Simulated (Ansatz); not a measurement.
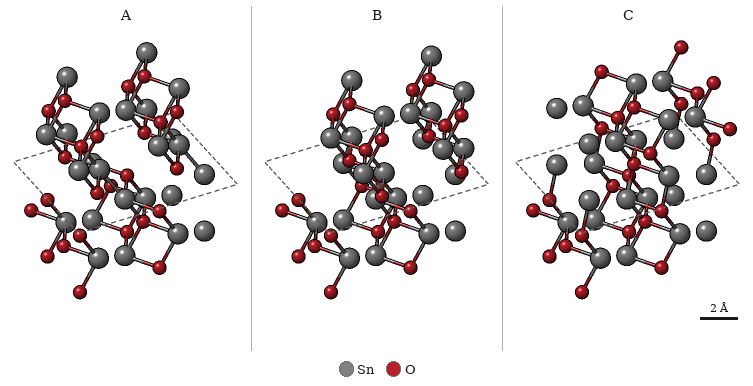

Frames of a one-coordinate scan of solid SnO (Pmmn). A ball-and-stick model of the layers on both sides of the dashed plane, seen obliquely from above.

The calculation used DFT r2SCAN, scalar-relativistic, plane waves, PAW (Ansatz). Set-up: plane-wave cutoff 500 eV; k-point mesh 7 × 9 × 3; occupations gaussian; smearing width 0.03 eV; no spin polarisation. Energies (free energies at the smearing named) are counted from the relaxed crystal.

Question: Which coordinate changes from frame to frame?

Answer: The crystal above a cut along the (0 1 0) plane of the conventional cell (between a plane of O/Sn below and one of O/Sn above, 1.91 Å apart) is slid rigidly by fractions of an in-plane lattice vector 6.23 Å long (a generalised stacking fault). In the frames the slip is 0.30 (A), 0.60 (B), 0.90 (C). One cut stands in each cell, which starts 11.4 Å high; nothing is relaxed, and the dashed outline marks the cut. Their energies are 3275 mJ/m², 7532 mJ/m², 784 mJ/m².

Limits of the set-up: layers or molecules are held without a dispersion correction, so their spacing is unreliable.
